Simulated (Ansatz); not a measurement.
**Geometry relaxation of Ge (part 1 of 2)**

- system: Ge (slab, 6 atoms in the cell)
- method: DFT, PBE, plane waves, PAW, no spin polarisation (Ansatz 0.2.0)

Some settings of this run were made unusual or wrong on purpose.

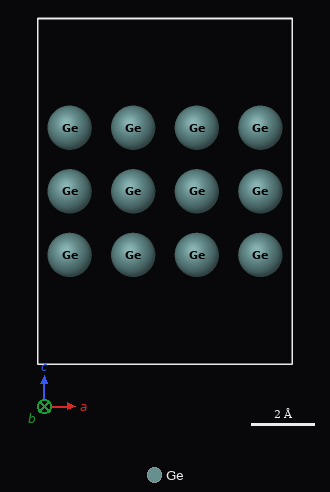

*The input geometry (spheres-only view of the 2 × 1 repeat of the cell, with the vacuum cut short, along the b axis).*

Outcome

| quantity | value |
| --- | --- |
| outcome | converged |
| electrons treated | 84 |
| free energy | −25766.8646 eV |
| Fermi energy | −0.883 eV |
| final volume | 471.08 Å³ |
| largest force (length of the vector) at the end | 0.005 eV/Å |
| hardware | 2 threads of Arm Neoverse V2, 24 GiB of memory available, shared host |
| wall time | 1.7 min (CPU time 3.4 min) |
| peak memory | 0.9 GiB |

The input was spoiled on purpose: a mesh that breaks the symmetry (`kpoints.mp_grid.grid`). The mesh lacks the symmetry of the lattice, so spurious forces and shear stress can appear. The program still converged, but the numbers can't be taken as results for the intended system. Warnings of the run: the SCF threshold is looser than advised for the printed stress.

The input
```yaml
crystal:
  lattice:
    - [4.0736070244, 0.0, 0.0]
    - [0.0, 5.7609503017, 0.0]
    - [0.0, 0.0, 20.0736]
  atoms:
    - { symbol: Ge, position: [0.75, 0.125, 0.3985332221] }
    - { symbol: Ge, position: [0.25, 0.875, 0.3985332221] }
    - { symbol: Ge, position: [0.25, 0.625, 0.5] }
    - { symbol: Ge, position: [0.75, 0.375, 0.5] }
    - { symbol: Ge, position: [0.75, 0.125, 0.6014667779] }
    - { symbol: Ge, position: [0.25, 0.875, 0.6014667779] }
kpoints:
  mp_grid: { grid: [8, 4, 2] }
scf:
  occupations: { method: fermi_dirac, width: 0.02 }
  max_iter: 100
hamiltonian:
  xc: pbe
  pseudopotentials: { kind: paw }
output:
  forces: true
  stress: true
  eigenvalues: true
relax:
  f_tol: 0.01
  max_steps: 40
efield:
  axis: 3
  amplitude: 0
  dipole_correction: true
```

Launched with:
```bash
ansatz run input.yaml --threads 2 --pin off --max-ram 4096MiB --backend cpu --events-out ev --progress --plain --runs-dir out
```

The program's output
```
Warning: output.stress: scf.convergence.dr2_threshold = 1e-7 eV (the SCF's general default) is looser than the 6e-10 eV advised for a printed stress (1e-10 eV for each atom of the cell: 6). What an SCF threshold leaves in a stress goes as its square root, and in the free energy as the threshold itself, and one threshold admits the most on a small cell: of the crystals measured, under no hybrid functional and no lock of the moments, on runs that ended without the residual-converged pass, on stresses that held no estimate of that error, the worst erred by over 100 MPa in a component at 1e-7 eV an atom and by under 5 at 1e-10. Every solve of this run answers to scf.convergence.dr2_threshold, and the tensor of one is reported: a single SCF on the reported geometry and on this run's grids (its basis.xc_grid and basis.ecutrho_ratio typed), with scf.convergence.dr2_threshold at 6e-10 eV or tighter, prints it and tightens no other solve. Else set scf.convergence.dr2_threshold to 6e-10 eV or tighter. The threshold is an SCF's pass mark: one that does not reach it within its budget of iterations ends unconverged, or closes short of it on a stop that the run arms, and scf.convergence.dr2_threshold's page says what that costs each kind of run
The last accepted step is kept in [file] (removed where the run ends without a failure and the disk answers)
Engine: ansatz 0.2.0, aarch64-unknown-linux-gnu
Pseudopotentials: kind: paw
Pseudopotential: Ge, paw, valence charge 14, recommended cutoff 420 eV (normal), Ge.paw.azcp
Functional definition: PBE
  parameter kappa = 0.804
  parameter beta = 0.06672455060314922
  exchange = pbe_x(kappa = kappa, mu = beta*pi^2/3)
  correlation = pbe_c(beta = beta)
Crystal: 6 atoms, lattice volume = 471.084 Å³
Basis set: ecut = 420 eV, 9201 PW (Γ), exchange–correlation on 60×80×270 points (8 copies of the dense FFT grid, shifted against one another)
Bands: 51, of which v1, the nominal top of the filled ones, is band 42 counted from 1 (41 counted from 0)
Symmetry: 4 space group operations
k-points: 30 of 64
Non-local potential: Ge, projectors of the file, l = 0: 2, l = 1: 2, l = 2: 3, l = 3: 1
PAW form: soft (Blöchl's): semilocal exchange-correlation on the pseudo side does not see the compensation charge
PAW one-centre angular grid: Ge, 590 points (default); XC on 64 Gauss nodes
Initial density: superposition of atomic densities (neutral atoms: chi_scale 0, normalization atom), corrected by the library's trained network
Initial wavefunctions: pseudopotential atomic-orbital guess
Functional: x = pbe(κ = 0.804, μ = 0.2195149727645171), c = pbe(β = 0.06672455060314922)
SCF iter   1: F=—  HF=-25766.826136 eV  |F-HF|=—  |Δ(HF+E_count)|=         —  Δρ=1.92e-3  dr2=4.91e-2  ethr=1.77e-3  p=0.000 e·Å  D=8.72e-14 V/Å  ΔV_dip=-0.00 eV  dr2_dipole=4.01e-8  V_vac-E_F(+/−)=4.61/4.61 eV  ⟨swp⟩=7.2  Hψ=5902  notcnv=0  defer=1
efield: sawtooth ramp at fractional position 0.9500 (placed from the atoms, in the widest stretch of the axis that holds none; the zero of the levels goes with the place), width 0.1000; the density the first Hamiltonian is built on has a dipole p = 0.000 e·Å; the dipole correction subtracts the counter field D = 8.72e-14 V/Å, which shifts the + side's vacuum level by -0.00 eV against the − side's; the planar-averaged density in the ramp window peaks in size at 4.6e-5 e/Å³
preconditioner: auto → LDOS  [metal: Δε(μ)=0.031 eV  Ē_g=21.758 eV  σ=0.020 eV  W_gap=0.34  n_scr=72 (ndim 8)  ℏωp=15.7 eV  f_vac=0.633  D(μ)=5.82/eV (n_scr^D=22)  β→1.0]
SCF iter   2: F=—  HF=-25766.819820 eV  |F-HF|=—  |Δ(HF+E_count)|=   6.32e-3  Δρ=1.01e-3  dr2=8.32e-3  ethr=5.84e-5  p=0.000 e·Å  D=4.20e-6 V/Å  ΔV_dip=-0.00 eV  dr2_dipole=9.19e-8  V_vac-E_F(+/−)=4.55/4.55 eV  ⟨swp⟩=4.0  Hψ=3380  notcnv=0  defer=87
SCF iter   3: F=—  HF=-25766.818863 eV  |F-HF|=—  |Δ(HF+E_count)|=   9.57e-4  Δρ=4.20e-4  dr2=2.87e-3  ethr=9.90e-6  p=0.000 e·Å  D=3.08e-7 V/Å  ΔV_dip=-0.00 eV  dr2_dipole=9.54e-10  V_vac-E_F(+/−)=4.56/4.56 eV  ⟨swp⟩=2.9  Hψ=2941  notcnv=0  defer=87
SCF iter   4: F=—  HF=-25766.818668 eV  |F-HF|=—  |Δ(HF+E_count)|=   1.94e-4  Δρ=2.04e-4  dr2=7.05e-4  ethr=3.41e-6  p=-0.000 e·Å  D=-4.75e-7 V/Å  ΔV_dip=0.00 eV  dr2_dipole=1.42e-12  V_vac-E_F(+/−)=4.54/4.54 eV  ⟨swp⟩=3.0  Hψ=2768  notcnv=0  defer=87
SCF iter   5: F=—  HF=-25766.818753 eV  |F-HF|=—  |Δ(HF+E_count)|=   8.50e-5  Δρ=7.37e-5  dr2=5.98e-5  ethr=8.39e-7  p=-0.000 e·Å  D=-6.22e-7 V/Å  ΔV_dip=0.00 eV  dr2_dipole=1.18e-9  V_vac-E_F(+/−)=4.53/4.53 eV  ⟨swp⟩=3.0  Hψ=2808  notcnv=0  defer=87
SCF iter   6: F=—  HF=-25766.818742 eV  |F-HF|=—  |Δ(HF+E_count)|=   1.13e-5  Δρ=1.83e-5  dr2=4.50e-6  ethr=7.12e-8  p=-0.000 e·Å  D=-2.89e-7 V/Å  ΔV_dip=0.00 eV  dr2_dipole=2.80e-10  V_vac-E_F(+/−)=4.53/4.53 eV  ⟨swp⟩=2.0  Hψ=2711  notcnv=0  defer=87
iter 7 did not close the SCF: its close was put off until two iterations running show no level that it waits for move by more than its bar (scf_convergence_deferred on its scf_iter line)
SCF iter   7: F=-25766.818743 eV  HF=-25766.818743 eV  |F-HF|=2.09e-8  |Δ(HF+E_count)|=   9.94e-7  Δρ=7.40e-6  dr2=6.38e-7  ethr=2.98e-9  p=-0.000 e·Å  D=-4.67e-8 V/Å  ΔV_dip=0.00 eV  dr2_dipole=1.64e-11  V_vac-E_F(+/−)=4.53/4.53 eV  ⟨swp⟩=12.0  Hψ=6192  notcnv=0
iter 8 did not close the SCF: its close was put off until two iterations running show no level that it waits for move by more than its bar (scf_convergence_deferred on its scf_iter line)
SCF iter   8: F=-25766.818743 eV  HF=-25766.818743 eV  |F-HF|=2.72e-9  |Δ(HF+E_count)|=   2.35e-7  Δρ=2.20e-6  dr2=6.90e-8  ethr=7.59e-10  p=0.000 e·Å  D=5.14e-8 V/Å  ΔV_dip=-0.00 eV  dr2_dipole=5.32e-12  V_vac-E_F(+/−)=4.53/4.53 eV  ⟨swp⟩=4.6  Hψ=5209  notcnv=0
SCF iter   9: F=-25766.818743 eV  HF=-25766.818743 eV  |F-HF|=2.44e-9  |Δ(HF+E_count)|=   2.43e-8  Δρ=8.12e-7  dr2=6.00e-9  ethr=8.22e-11  p=-0.000 e·Å  D=-2.32e-9 V/Å  ΔV_dip=0.00 eV  dr2_dipole=8.41e-14  V_vac-E_F(+/−)=4.53/4.53 eV  ⟨swp⟩=4.2  Hψ=3869  notcnv=0
SCF 1 converged in 9 iterations: F = -25766.818743 eV  dr2 = 6.00e-9
  greatest PAW one-centre occupation: 0.998 electrons in one spin orbital (limit 2), on the Ge atom at site 1 (counted from 0), in its partial waves of l = 2
relax step   1: F+E_penalty+E_count = -25766.81874325 eV  Δ(F+E_penalty+E_count) = +0.000e0 eV  max|allowed force component| = 2.929e-1 eV/Å  Δτ_max = 0.0000 Å  (9 SCF iters, dr2 threshold 2.50e-6 eV, accepted)
Initial density: handed on by an earlier stage of this run
Initial wavefunctions: those handed on with the density
iter 1 solved again at ethr=1.64e-5 eV; its pass at ethr=3.10e-3 eV (dr2=1.38e-2 eV) is discarded
SCF iter   1: F=—  HF=-25766.864205 eV  |F-HF|=—  |Δ(HF+E_count)|=         —  Δρ=1.83e-3  dr2=1.47e-2  ethr=1.64e-5  p=-0.000 e·Å  D=-2.32e-9 V/Å  ΔV_dip=0.00 eV  dr2_dipole=5.51e-13  V_vac-E_F(+/−)=4.55/4.55 eV  ⟨swp⟩=2.0  Hψ=5102  notcnv=0  defer=99
efield: sawtooth ramp at fractional position 0.9500 (handed on by an earlier solve), width 0.1000; the density the first Hamiltonian is built on has a dipole p = -0.000 e·Å; the dipole correction subtracts the counter field D = -2.32e-9 V/Å, which shifts the + side's vacuum level by +0.00 eV against the − side's; the planar-averaged density in the ramp window peaks in size at 2.0e-6 e/Å³
preconditioner: auto → LDOS  [metal: Δε(μ)=0.033 eV  Ē_g=21.842 eV  σ=0.020 eV  W_gap=0.36  n_scr=72 (ndim 8)  ℏωp=15.7 eV  f_vac=0.639  D(μ)=5.30/eV (n_scr^D=18)  β→1.0]
SCF iter   2: F=—  HF=-25766.863523 eV  |F-HF|=—  |Δ(HF+E_count)|=   6.81e-4  Δρ=8.26e-4  dr2=6.60e-3  ethr=1.64e-5  p=-0.000 e·Å  D=-5.60e-8 V/Å  ΔV_dip=0.00 eV  dr2_dipole=1.08e-12  V_vac-E_F(+/−)=4.54/4.54 eV  ⟨swp⟩=3.0  Hψ=3007  notcnv=0  defer=99
SCF iter   3: F=—  HF=-25766.862270 eV  |F-HF|=—  |Δ(HF+E_count)|=   1.25e-3  Δρ=1.90e-4  dr2=4.12e-4  ethr=7.86e-6  p=0.000 e·Å  D=4.86e-8 V/Å  ΔV_dip=-0.00 eV  dr2_dipole=2.70e-13  V_vac-E_F(+/−)=4.55/4.55 eV  ⟨swp⟩=3.4  Hψ=2869  notcnv=0  defer=99
SCF iter   4: F=—  HF=-25766.862295 eV  |F-HF|=—  |Δ(HF+E_count)|=   2.50e-5  Δρ=4.67e-5  dr2=2.05e-5  ethr=4.91e-7  p=-0.000 e·Å  D=-4.33e-8 V/Å  ΔV_dip=0.00 eV  dr2_dipole=7.71e-13  V_vac-E_F(+/−)=4.55/4.55 eV  ⟨swp⟩=2.2  Hψ=1972  notcnv=0  defer=99
iter 5 did not close the SCF: its close was put off until two iterations running show no level that it waits for move by more than its bar (scf_convergence_deferred on its scf_iter line)
SCF iter   5: F=-25766.862297 eV  HF=-25766.862300 eV  |F-HF|=2.78e-6  |Δ(HF+E_count)|=   5.20e-6  Δρ=2.05e-5  dr2=2.38e-6  ethr=6.38e-9  p=0.000 e·Å  D=9.02e-9 V/Å  ΔV_dip=-0.00 eV  dr2_dipole=2.59e-14  V_vac-E_F(+/−)=4.55/4.55 eV  ⟨swp⟩=12.6  Hψ=7356  notcnv=0
iter 6 did not close the SCF: its close was put off until two iterations running show no level that it waits for move by more than its bar (scf_convergence_deferred on its scf_iter line)
SCF iter   6: F=-25766.862299 eV  HF=-25766.862299 eV  |F-HF|=2.30e-7  |Δ(HF+E_count)|=   6.92e-7  Δρ=4.95e-6  dr2=1.41e-7  ethr=2.84e-9  p=0.000 e·Å  D=8.27e-9 V/Å  ΔV_dip=-0.00 eV  dr2_dipole=9.60e-15  V_vac-E_F(+/−)=4.55/4.55 eV  ⟨swp⟩=4.7  Hψ=5262  notcnv=0
SCF iter   7: F=-25766.862299 eV  HF=-25766.862299 eV  |F-HF|=9.28e-8  |Δ(HF+E_count)|=   1.74e-7  Δρ=1.89e-6  dr2=2.54e-8  ethr=1.68e-10  p=0.000 e·Å  D=3.93e-9 V/Å  ΔV_dip=-0.00 eV  dr2_dipole=7.30e-15  V_vac-E_F(+/−)=4.55/4.55 eV  ⟨swp⟩=3.0  Hψ=4782  notcnv=0
SCF 2 converged in 7 iterations: F = -25766.862299 eV  dr2 = 2.54e-8
relax step   2: F+E_penalty+E_count = -25766.86229932 eV  Δ(F+E_penalty+E_count) = -4.356e-2 eV  max|allowed force component| = 1.117e-1 eV/Å  Δτ_max = 0.0704 Å  (7 SCF iters, dr2 threshold 5.36e-6 eV, accepted)
```
